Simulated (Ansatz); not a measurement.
**Al4Ni: density, localisation and related maps**

```cif
data_structure
_symmetry_space_group_name_H-M 'P 1'
_symmetry_Int_Tables_number 1
_cell_length_a 7.3069
_cell_length_b 7.3069
_cell_length_c 10.1971
_cell_angle_alpha 90.000
_cell_angle_beta 90.000
_cell_angle_gamma 120.000
_cell_volume 471.48
loop_
_atom_site_label
_atom_site_type_symbol
_atom_site_fract_x
_atom_site_fract_y
_atom_site_fract_z
_atom_site_occupancy
Al1 Al 0.62162 0.00000 0.25000 1
Al2 Al 0.28828 0.33333 0.58333 1
Al3 Al 0.95495 0.66667 0.91667 1
Al4 Al 0.00000 0.62162 0.25000 1
Al5 Al 0.66667 0.95495 0.58333 1
Al6 Al 0.33333 0.28828 0.91667 1
Al7 Al 0.37838 0.37838 0.25000 1
Al8 Al 0.04505 0.71172 0.58333 1
Al9 Al 0.71172 0.04505 0.91667 1
Al10 Al 0.04505 0.33333 0.08333 1
Al11 Al 0.71172 0.66667 0.41667 1
Al12 Al 0.37838 0.00000 0.75000 1
Al13 Al 0.66667 0.71172 0.08333 1
Al14 Al 0.33333 0.04505 0.41667 1
Al15 Al 0.00000 0.37838 0.75000 1
Al16 Al 0.28828 0.95495 0.08333 1
Al17 Al 0.95495 0.28828 0.41667 1
Al18 Al 0.62162 0.62162 0.75000 1
Al19 Al 0.00000 0.00000 0.25000 1
Al20 Al 0.66667 0.33333 0.58333 1
Al21 Al 0.33333 0.66667 0.91667 1
Al22 Al 0.66667 0.33333 0.08333 1
Al23 Al 0.33333 0.66667 0.41667 1
Al24 Al 0.00000 0.00000 0.75000 1
Ni1 Ni 0.00000 0.00000 0.00000 1
Ni2 Ni 0.66667 0.33333 0.33333 1
Ni3 Ni 0.33333 0.66667 0.66667 1
Ni4 Ni 0.33333 0.66667 0.16667 1
Ni5 Ni 0.00000 0.00000 0.50000 1
Ni6 Ni 0.66667 0.33333 0.83333 1
```

Space group R-3c; a generated structure, not necessarily the stable one; computed without spin polarisation.

The calculation used Ansatz 0.2.0, DFT PBE, scalar-relativistic, plane waves, PAW.

The density is the valence pseudo-density of a PAW calculation; it isn't the true density close to the nuclei.

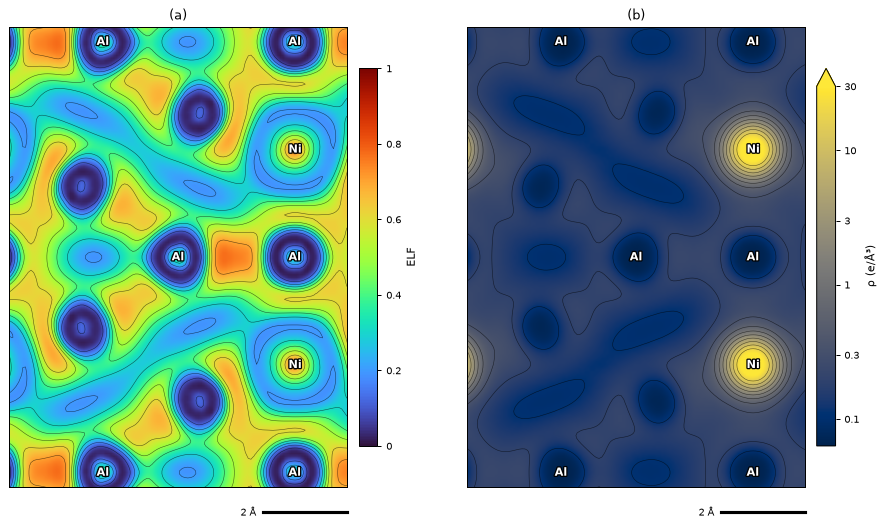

Figure 1. (a) ELF; (b) valence electron density on the (100) plane of the conventional cell.

Q: Read the bonding off the picture.

A:
- The plane passes through Al and Ni nuclei.
- Atoms just off the plane (Al, 0.3 Å away) can leave unmarked features too.
- Al–Al (2.76 Å): the density is about 0.23 e/Å³ at the midpoint; the ELF peaks at about 0.75 between the atoms.
- Al–Ni (2.55 Å): ρ at the midpoint is about 0.29 e/Å³; the ELF is about 0.45 at the midpoint.
- Between the atoms the lowest density in this plane is 0.1 e/Å³.
- The features right at Ni lie inside the PAW spheres, where the map follows smoothed inner orbitals and isn't to be read closely.

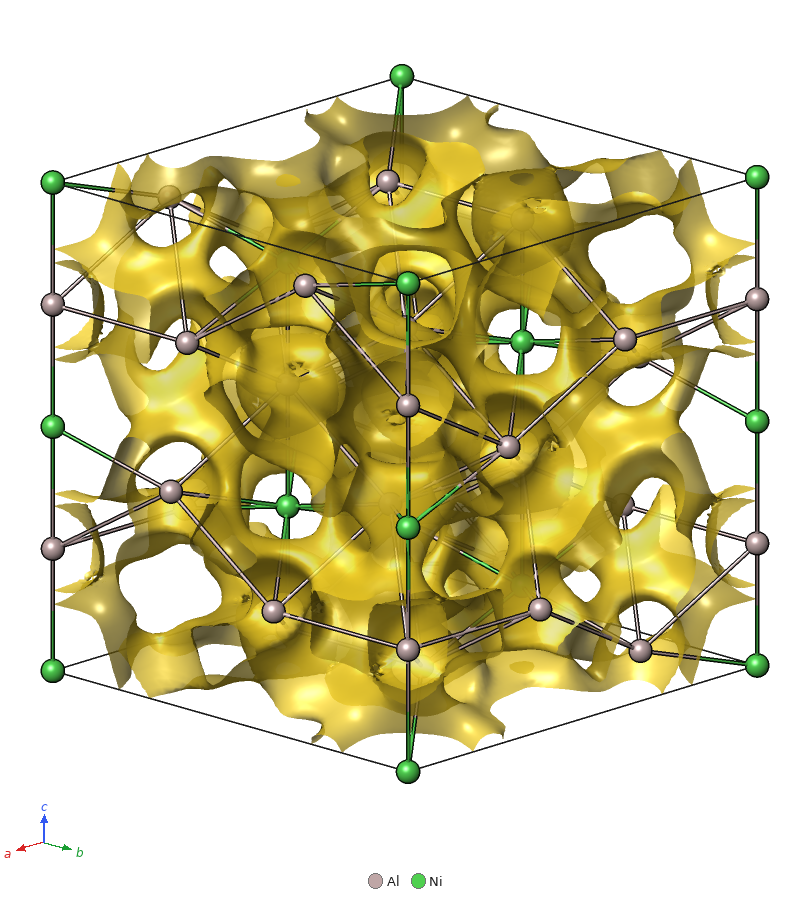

Figure 2. Isosurface of the electron localisation function at 0.55 (yellow), seen at an oblique angle. Only the valence region is drawn (cores and ρ < 0.01 e/Å³ removed). Sticks mark near contacts.

Q: Identify the bonds, lone pairs and shells in this picture.

A: The ELF exceeds this value in one network that runs through the whole crystal, counted in one cell of 30 atoms. Any copies at cell faces, edges or corners count once.


Al–Ni (2.44 Å): the ELF peaks at about 0.65 between the atoms.

Q: Does the calculation make it a metal, or give it a gap?

A: It is metallic or semimetallic at this level of theory: no gap opens.
